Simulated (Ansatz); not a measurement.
# Calculations on Al

**1. Relaxation**

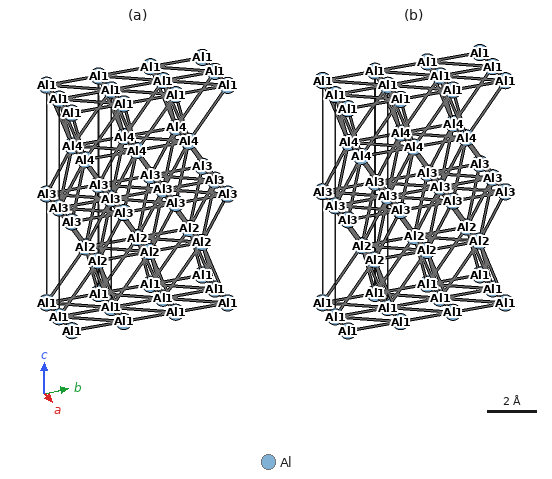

The structure of crystalline Al (set up in P6_3/mmc) before (left) and after (right) a relaxation, at one scale.

A ball-and-stick model of the cell of the calculation, repeated 2 × 3 × 1 with one cell outlined, seen slightly off an axis.

These are results of Ansatz 0.2.0, DFT PBE, scalar-relativistic, plane waves, PAW, not measurements. Settings: plane-wave cutoff 420 eV; k-point mesh 18 × 18 × 6; occupations gaussian; smearing width 0.1 eV; no spin polarisation; cell and atoms relaxed; force threshold 0.005 eV/Å; at most 80 steps.

> Summarise the run.

Over 4 accepted moves (6 points after the start) the energy falls by 7.2 meV per atom. All forces vanish by symmetry, so only the cell relaxes. The pressure goes from 3.42 to 0.00 GPa. At 2 points the geometry stayed and the basis and grid were re-selected for the new cell (energy shift of 0.4 meV per atom at most each time). The atoms keep their places relative to the cell (all moves are under 0.005 Å). The drawn cell changes as follows: a = b 2.827 → 2.854 Å (+1.0 %), c 9.186 → 9.383 Å (+2.1 %); the volume changes by +4.1 %. Near-neighbour distances that change, for instance: Al1–Al2 2.817 → 2.867 Å, Al1–Al1 2.827 → 2.854 Å. The space group stays P6_3/mmc (No. 194). Cost: 42 s on 1 thread of Oxide Virtual Turin-like Processor (Zen 5), with other jobs on the host, peak memory 0.47 GiB.

**2. Relaxation**

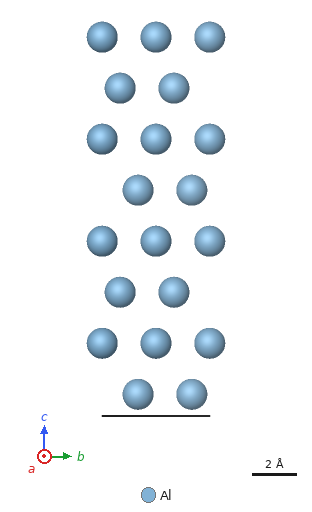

A slab of composition Al (cut from the P6_3/mmc phase), before the relaxation. A spheres-only model of the 2 × 2 repeat of the cell, outlined in the plane, without the vacuum, seen along the a axis.

Case: (0 0 1) slab, atoms relaxed. The slab is the (0 0 1) face of Al.

Computed with DFT PBE, scalar-relativistic, plane waves, PAW (Ansatz 0.2.0).

Input
```yaml
crystal:
  lattice:
    - [2.854322333, 0.0, 0.0]
    - [-1.4271611665, 2.4719156509, 0.0]
    - [0.0, 0.0, 31.4205870243]
  atoms:
    - { symbol: Al, position: [0.3333333333, 0.6666666667, 0.2386970044] }
    - { symbol: Al, position: [0.0, 0.0, 0.3133550032] }
    - { symbol: Al, position: [0.6666666667, 0.3333333333, 0.3880130019] }
    - { symbol: Al, position: [0.0, 0.0, 0.4626710006] }
    - { symbol: Al, position: [0.3333333333, 0.6666666667, 0.5373289994] }
    - { symbol: Al, position: [0.0, 0.0, 0.6119869981] }
    - { symbol: Al, position: [0.6666666667, 0.3333333333, 0.6866449968] }
    - { symbol: Al, position: [0.0, 0.0, 0.7613029956] }
basis:
  ecutwfc: 420
kpoints:
  mp_grid: { grid: [12, 12, 1] }
hamiltonian:
  xc: pbe
scf:
  occupations: { method: gaussian, width: 0.1 }
output:
  forces: true
  eigenvalues: true
  write_density: true
  write_potential: true
  elf: true
  volumetric_format: npy
relax:
  adjacent_minimum: "off"
  f_tol: 0.02
  max_steps: 60
efield:
  axis: 3
  dipole_correction: true
  ramp_width: 0.04
```

Run as
```bash
ansatz run input.yaml --threads 1 --pin off --max-ram 2560MiB --backend cpu --events-out ev --progress --plain --runs-dir out
```

Question: Where does the relaxation end?

Answer: The energy falls by 4.4 meV per cell of the calculation in 2 geometry steps. Largest force component: 0.12 eV/Å at the start, 0.0045 eV/Å at the end. The largest move relative to the layer's centre is that of Al8, 0.054 Å along the normal (+c). The lattice vectors keep their values. Some distances before and after: Al7–Al8 2.867 → 2.906 Å, Al4–Al5 2.867 → 2.851 Å, Al1–Al2 2.867 → 2.879 Å, Al2–Al3 2.867 → 2.875 Å. Cost: 38 s on 1 thread of Oxide Virtual Turin-like Processor (Zen 5) (shared host), peak memory 0.45 GiB.

Step by step:

```csv
step,"E − E(0), meV/atom","largest force component, eV/Å"
0,0.00,0.1230
1,-0.49,0.0381
2,-0.55,0.0045
```

The end point in the same view:

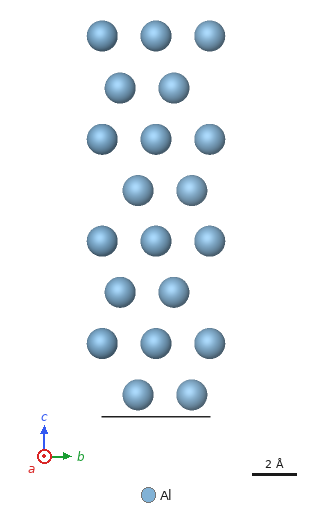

**3. A change**

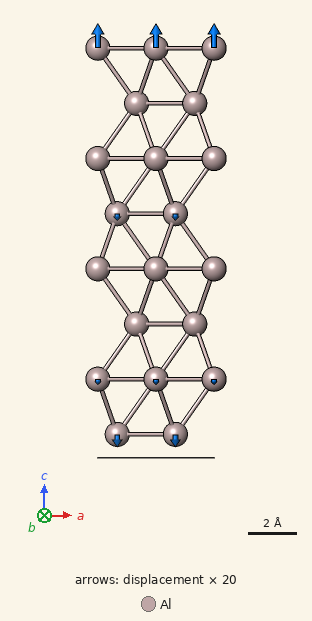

A (0 0 1) slab of Al as cut from the relaxed bulk. The blue arrows show how the atoms are displaced, magnified 20 times. A ball-and-stick model of the 2 × 3 repeat of the cell, outlined in the plane, without the vacuum, seen along the b axis.

All numbers below come from DFT PBE, scalar-relativistic, plane waves, PAW in Ansatz 0.2.0. Settings: plane-wave cutoff 420 eV; occupations gaussian; smearing width 0.1 eV; no spin polarisation. The k-mesh is chosen for each cell (12×12×4, 12×12×1).

Q: What was done to the structure, and with what result?

A: The atoms of the slab are relaxed at the bulk's in-plane cell. The surface energy (mean of the two faces) falls from 0.76 to 0.76 J/m². The top spacing, between the Al and Al planes, goes from 2.35 to 2.39 Å (+2.1 %), the bottom one (Al to Al) from 2.35 to 2.36 Å (+0.7 %). The cell doesn't change. The largest move relative to the layer's centre is that of an Al atom, 0.054 Å along the normal (+c). Some distances before and after: Al–Al 2.867 → 2.851 to 2.906 Å.
